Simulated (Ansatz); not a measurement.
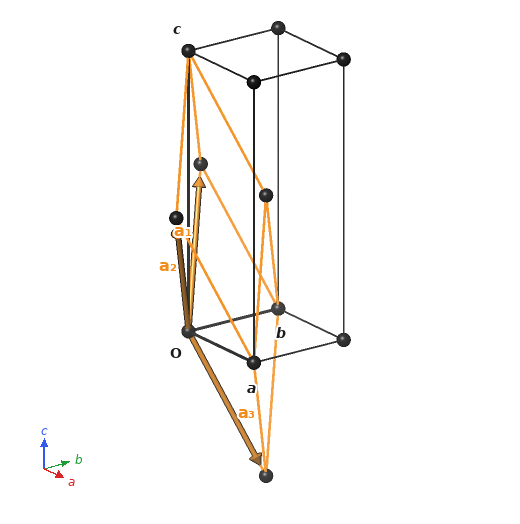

For Al2Ru, the end point of a relaxation with DFT LDA, scalar-relativistic, plane waves, PAW (Ansatz): the conventional cell (thin) and a primitive cell (coloured, vectors a₁, a₂, a₃), with the lattice points alone. The drawing is computed from the coordinates (standard cell, symmetry found to 0.002 Å).

a = 3.099 Å, b = 3.099 Å, c = 8.352 Å, α = 90.00°, β = 90.00°, γ = 90.00°.

What is the centring, and how are the primitive vectors built?

I, body-centred tetragonal, with lattice points at (0, 0, 0), (1/2, 1/2, 1/2). a₁ = −1/2 a + 1/2 b + 1/2 c; a₂ = 1/2 a − 1/2 b + 1/2 c; a₃ = 1/2 a + 1/2 b − 1/2 c.

Give the primitive cell's size and content.

Edges 4.716, 4.716, 4.716 Å; angles 141.64°, 141.64°, 55.37°; volume 40.10 Å³, 1/2 of the conventional cell; 3 of its 6 atoms.
